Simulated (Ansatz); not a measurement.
# Exchange couplings and ordering temperature of ferromagnetic RbMnSe2 (I-4m2) against the Hubbard U in LDA+U

Spin filters and magnetic tunnel junctions that work without cooling need a ferromagnet whose order survives well above room temperature. For a manganese selenide, a computed ordering temperature can depend strongly on the Hubbard U placed on the Mn d shell. This section follows that dependence for RbMnSe2 at fixed atoms, with U between 0 and 5.2 eV in LDA. The couplings J come from rigid rotations of the moments in the ferromagnetic state, and positive J favours parallel spins. The runs are compared with one another, not with a measured Curie temperature, so they show the sensitivity to U and not which U is right.

## How the numbers were made

One crystal, RbMnSe2 (I-4m2), in a magnetic cell of 4 atom(s), 1 counted as magnetic (Mn), from cells of the Materials Project database (relaxed there by DFT); atoms are fixed. Ansatz 0.2.0, plane waves with its default PAW datasets, cutoff 420 eV, collinear spins without spin-orbit coupling, Fermi-Dirac smearing of 0.02 eV. The k mesh is 10×10×10 and the sums for the couplings run over 10×10×10. Functional: LDA. Every run keeps the ferromagnetic pattern of signs of the first run, the one at U = 4 eV. The couplings come from the magnetic force theorem at rigid moments: each moment turns with its exchange field frozen. Runs that did not converge or carry a known fault are not listed. The same in all rows: net spin moment of the cell per magnetic atom: 4.00 μB.

Notes on method and selection:

- J is defined by E = -sum over ordered pairs (each pair twice) of J e_i.e_j with unit vectors e, a classical Heisenberg model without biquadratic or multi-spin terms, so J > 0 favours parallel moments and the moment's size is inside J.
- All temperatures are for classical unit spins; for spin S a quantum mean-field treatment is higher by (S+1)/S. Mean field neglects fluctuations and lies above the Tyablikov (random-phase) and Monte Carlo values.
- The ferromagnetic order is the lowest of a few collinear starts at U = 4 eV, was not ranked anew at the other U values and need not be the true ground state; spin-orbit coupling is left out.
- U values of this size are meant for oxides; on sulphides, selenides, tellurides and metals they can be too large and impose a moment that the real crystal lacks.
- Couplings at rigid moments can miss in size and sometimes in sign.
- The mean-field temperature is left blank where it belongs to another wavevector than in the first run.
- Ansatz's own search for a lower self-consistent state was switched off in these runs, so a run may rest in a state that is not the lowest for its pattern of moments.
- The shells shown are the strongest of the first run whose pairs agree within a shell.
- For crystals with 4f or 5f elements only couplings at constrained moments are used, since rigid ones can be several times too large.
- Runs that did not converge, have known faults or may not be shown are not listed, and runs on Ansatz's PAW sets soft_1 and soft_2 are kept to separate tables.

Columns:

- U (eV): effective Hubbard U (Dudarev, U - J) on the d shell of Mn.
- moment (μB): largest spin moment inside an atomic sphere.
- gap on mesh (eV): band gap on the run's k mesh by the count of bands (negative: bands overlap, a metal).
- Tyablikov T (K): Tyablikov (random-phase) ordering temperature from the same couplings.
- J at 4.04 Å (meV): mean J of the Mn–Mn pairs that lie 4.04 Å apart in the first cell (4 such neighbours an atom).
- J at 7.62 Å (meV): mean J of the Mn–Mn pairs that lie 7.62 Å apart in the first cell (8 such neighbours an atom).
- mean-field T (K): mean-field ordering temperature, 2/(3 kB) times the largest J(q) over wavevectors and sublattice modes.

## Computed values

```
member   U (eV)  moment (μB)  gap on mesh (eV)  Tyablikov T (K)  J at 4.04 Å (meV)  J at 7.62 Å (meV)  mean-field T (K)  remark
+0 eV    0.0     3.56         −1.62             54               −0.91              1.571              81                sums not fully converged in the empty bands
+1.6 eV  1.6     ?            −1.81             ?                ?                  ?                  ?
+2.8 eV  2.8     3.99         −1.87             391              10.28              1.461              529
+4 eV    4.0     4.10         −1.77             380              10.49              1.322              523
+5.2 eV  5.2     4.19         −1.69             351              10.15              1.173              492
```

Cells marked ? are withheld until the estimate has been made.

J at 4.04 Å (meV) against U (eV), members shown:

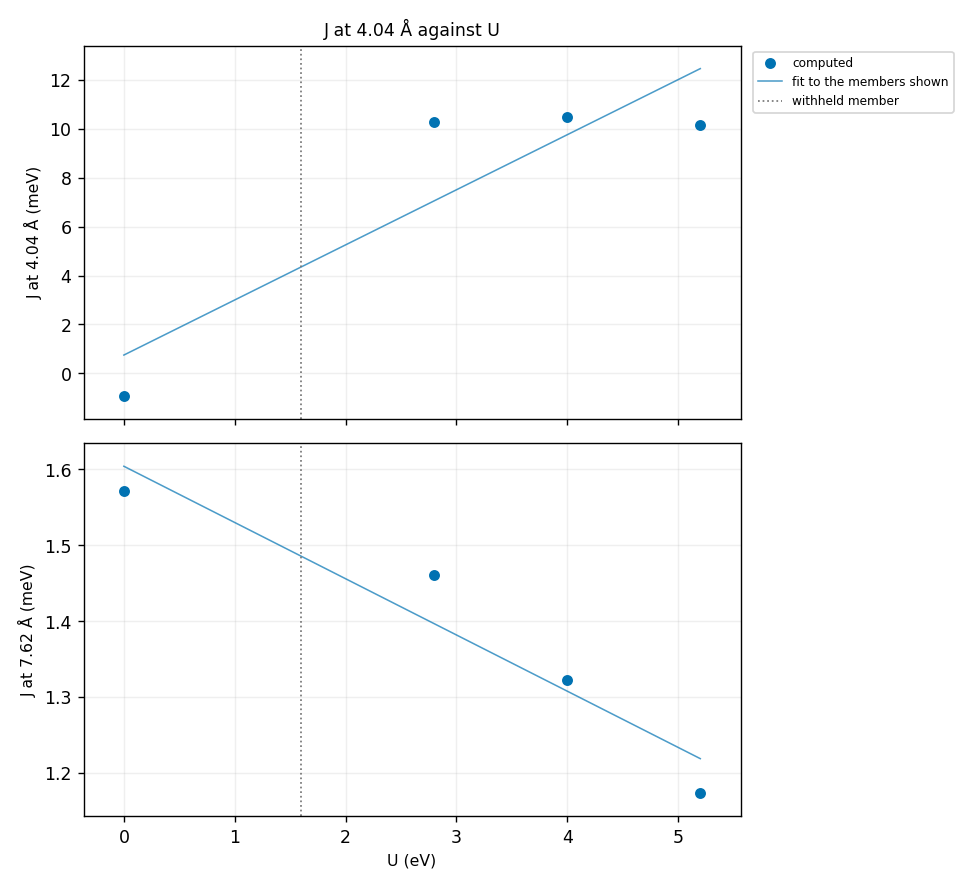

Least-squares fits to the members shown, with x = U (eV); R² and errors in the fitted variable (y, or ln y where the fit is in ln y):

```
y                  members  fit                    R²    rms residual  leave-one-out rms  the same for the mean of the others
J at 4.04 Å (meV)  4        y = 0.7497 + 2.251 x   0.80  2.2           6.7                6.5 (fit no better)
J at 7.62 Å (meV)  4        y = 1.604 − 0.07410 x  0.92  0.043         0.13               0.20
```

## Interpretation

The coupling at 4.04 Å changes sign between the run without U and that at 2.8 eV, rising by 10.28 − (−0.91) = 11.19 meV. Over the three runs from 2.8 to 5.2 eV it stays within 10.49 − 10.15 = 0.34 meV. A straight line in U describes this step and plateau poorly and predicts left-out members no better than their mean. The coupling at 7.62 Å instead falls at each step, on average by (1.571 − 1.173) / 5.2 = 0.077 meV per eV of U.

The large rise in ordering temperature follows the nearer shell. Without U, its four neighbours contribute 4 × (−0.91) = −3.6 meV to the exchange sum, against 8 × 1.571 = +12.6 meV from the farther shell, which therefore holds the ferromagnetic order. At 2.8 eV the contributions are 4 × 10.28 = 41.1 meV and 8 × 1.461 = 11.7 meV, and the Tyablikov temperature is 391 K instead of 54 K. It then declines to 351 K at 5.2 eV.

A likely mechanism is competition between antiferromagnetic superexchange, which scales roughly as $-t^2/U_{\mathrm{eff}}$ with hopping $t$ and the total cost $U_{\mathrm{eff}}$ of moving a d electron, and ferromagnetic exchange carried by holes in mixed Se p and Mn d bands. Adding U weakens the first term most where $U_{\mathrm{eff}}$ is small. At larger U the d levels move away from the Se p states, which also weakens the hole-mediated part and would explain the slow decline. The moments fit this picture: at 5.2 eV the Mn sphere holds 4.19 μB while the cell holds 4.00 μB, leaving 4.00 − 4.19 = −0.19 μB outside the sphere, as expected for holes on Se polarised against Mn.

Room temperature lies between the results with and without U, so the choice of U decides the verdict for a device. Values suited to oxides may be too large for this selenide, while the run without U has exchange sums not fully converged in the empty bands.

## Prediction

Plain estimates from the members shown:

- +1.6 eV, fit at x = 1.6: 4.35 meV
- +1.6 eV, straight-line interpolation between +0 eV and +2.8 eV: w = (1.6 − 0.0) / (2.8 − 0.0) = 0.571, so −0.91 + 0.571 × (10.28 − (−0.91)) = 5.48 meV

The withheld coupling lies between the steep rise and the plateau. Straight-line interpolation gives 5.48 meV but ignores the flattening, which should make it too low. The same construction between 0 and 4 eV gives −0.91 + (2.8 / 4.0) × (10.49 − (−0.91)) = 7.07 meV at 2.8 eV, where the computed value is 10.28 meV.

The route chosen is the cubic through all four shown couplings, which includes the curvature. Its Lagrange weights at U = 1.6 eV have the sizes (1.2 × 2.4 × 3.6) / (2.8 × 4.0 × 5.2) = 0.178, (1.6 × 2.4 × 3.6) / (2.8 × 1.2 × 2.4) = 1.714, (1.6 × 1.2 × 3.6) / (4.0 × 1.2 × 1.2) = 1.200 and (1.6 × 1.2 × 2.4) / (5.2 × 2.4 × 1.2) = 0.308, the third being negative. They give

0.178 × (−0.91) + 1.714 × 10.28 − 1.200 × 10.49 + 0.308 × 10.15 = 8.0 meV.

The band overlap supports a value above the straight line: at 1.6 eV it has covered (1.81 − 1.62) / (1.87 − 1.62) = 0.76 of its change between 0 and 2.8 eV, against 0.571 for a linear course. This supports only the direction of the shift, and no further correction is added.

A cubic through four points leaves none for a test, so the error is taken from parabolas through three points. Leaving out the members at 2.8, 4 and 5.2 eV in turn gives misses of 1.2, 0.8 and 2.2 meV, with a root mean square of 1.5 meV. The run without U is kept throughout, because the three plateau members alone cannot foretell the drop towards U = 0; the error therefore assumes a smooth course between that run and the plateau. The main risk is an abrupt change of electronic state: the number of filled bands varies between k points in every run with U, whereas the run without U gave no such warning.

**Committed estimate, +1.6 eV: J at 4.04 Å = 8.0 ± 1.5 meV.**

## The withheld result

```
member   U (eV)  moment (μB)  gap on mesh (eV)  Tyablikov T (K)  J at 4.04 Å (meV)  J at 7.62 Å (meV)  mean-field T (K)
+1.6 eV  1.6     3.84         −1.81             358              8.53               1.549              472
```

```
member   estimate       J at 4.04 Å (meV)  computed  estimate − computed  miss in error bars
+1.6 eV  committed      8.00               8.53      −0.53                0.4
+1.6 eV  fit            4.35               8.53      −4.18
+1.6 eV  interpolation  5.48               8.53      −3.05
```

J at 4.04 Å (meV) against U (eV):

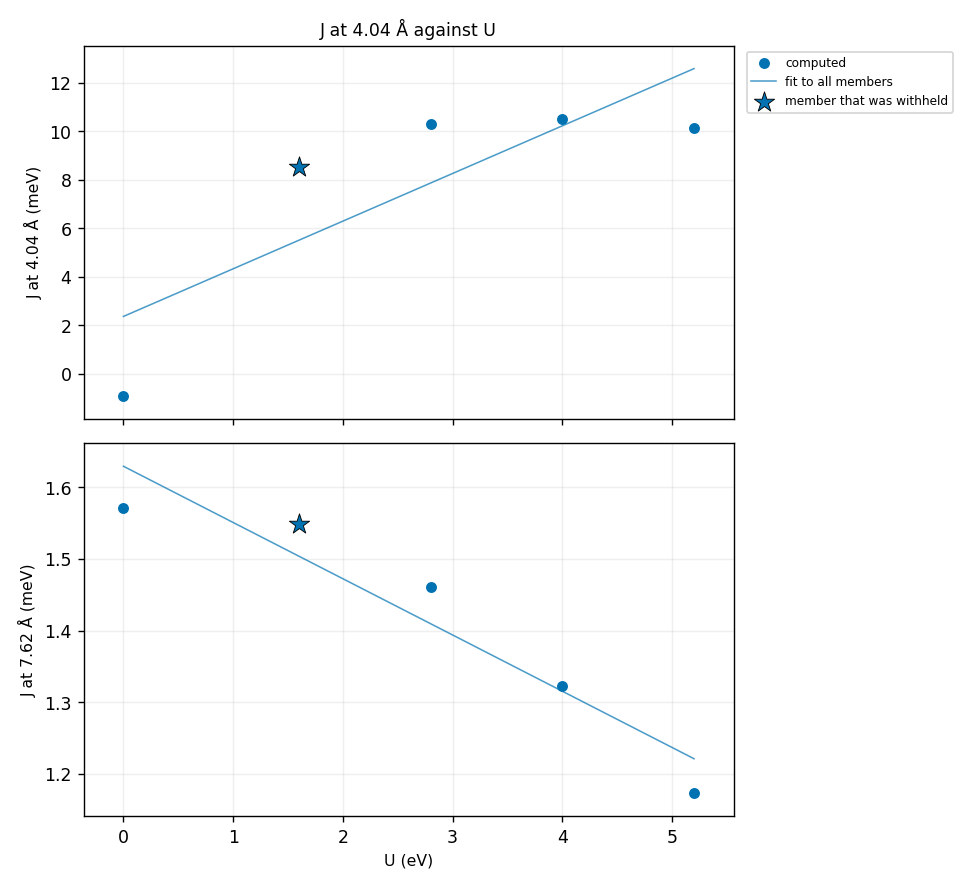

The estimate of 8.0 ± 1.5 meV lies inside its error bar: the computed coupling at 4.04 Å is 8.53 meV, a miss of 0.53 meV. Linear interpolation was 3.05 meV too low and the straight-line fit 4.18 meV too low. The argument from curvature held, though the cubic still understated how early the rise comes. The warning about band filling was a weak reason to fear an abrupt change of state, since the negative gap marks the run without U as a metal too.

The result weakens the account based on superexchange alone. The coupling rises by 8.53 − (−0.91) = 9.44 meV up to U = 1.6 eV and by only 10.28 − 8.53 = 1.75 meV from there to 2.8 eV. For a single term $-A/(U+\Delta)$, with constant $A$ and with $\Delta$ the cost of moving a d electron at U = 0, this requires 9.44 / 1.75 = (1.6 / 1.2) × (2.8 + Δ) / Δ, or Δ = 0.9 eV. That is small beside a Mn d exchange splitting of roughly several eV. A ferromagnetic part that first grows as U shifts majority-spin holes from Mn towards Se could supply the rest, but this remains a conjecture.

## Members off the line

Least-squares fits to the whole series, with x = U (eV); R² and errors in the fitted variable (y, or ln y where the fit is in ln y):

```
y                  members  fit                    R²    rms residual  leave-one-out rms  the same for the mean of the others
J at 4.04 Å (meV)  5        y = 2.359 + 1.966 x    0.67  2.5           5.4                5.5 (fit hardly better)
J at 7.62 Å (meV)  5        y = 1.629 − 0.07842 x  0.91  0.046         0.098              0.19
```

Largest departures from the fit to the whole series:

```
member   J at 4.04 Å (meV)  fit    computed − fit  in rms residuals
+0 eV    −0.91              2.36   −3.27           1.3
+1.6 eV  8.53               5.50   +3.03           1.2
+5.2 eV  10.15              12.58  −2.43           1.0
+2.8 eV  10.28              7.86   +2.42           1.0
```

The run without U stands apart. Its coupling at 4.04 Å is 9.44 meV below the next lowest, whereas the other four lie within 10.49 − 8.53 = 1.96 meV of one another. Its exchange sums are not fully converged in the empty bands, but that error is far too small to explain the gap. The likelier reason is electronic: without U the Mn moment is only 3.56 μB and the occupied d states probably lie closer to the Fermi level, which would favour antiferromagnetic superexchange and leave fewer holes on Se to carry the ferromagnetic part. A self-consistent state that is not the lowest also remains possible, because the search for a lower one was switched off.

The other large departures come from forcing a straight line through a step and a plateau. The runs at 1.6 and 2.8 eV lie above the line by 3.03 and 2.42 meV, and the run at 5.2 eV lies 2.43 meV below it. These three need no separate causes.

## Closing remarks

From U = 1.6 to 5.2 eV the Tyablikov temperature stays between 351 and 391 K, or from 351 − 273 = 78 °C to 391 − 273 = 118 °C, whereas without U it is 54 K. Within that range, interpolating the 4.04 Å coupling between neighbouring runs misses the member at 2.8 eV by 10.28 − (8.53 + 10.49) / 2 = 0.77 meV and the one at 4 eV by 10.49 − (10.28 + 10.15) / 2 = 0.275 meV. Below 1.6 eV no such accuracy can be claimed.

The nearest shell dominates the rise in ordering temperature but does not account for all of it. Between 0 and 1.6 eV the exchange sum, $\tfrac{3}{2}k_{\mathrm B}T$ in mean field, grows by 1.5 × 0.08617 × (472 − 81) = 50.5 meV, of which this shell gives 4 × 9.44 = 37.8 meV.

Two approximations matter more than the 40 K spread on the plateau. Quantum spins with S = 2 would raise the mean-field temperature by a factor of 3/2, from 523 to roughly 780 K at 4 eV. Couplings at constrained moments, computed for one of the U values, also give clearly higher temperatures than the rigid ones used here.

[Logs are printed without paths, hosts, clocks, repeated set-up lines and the standing remarks that a program may print on its own settings, such as how far it seeks lower states.]
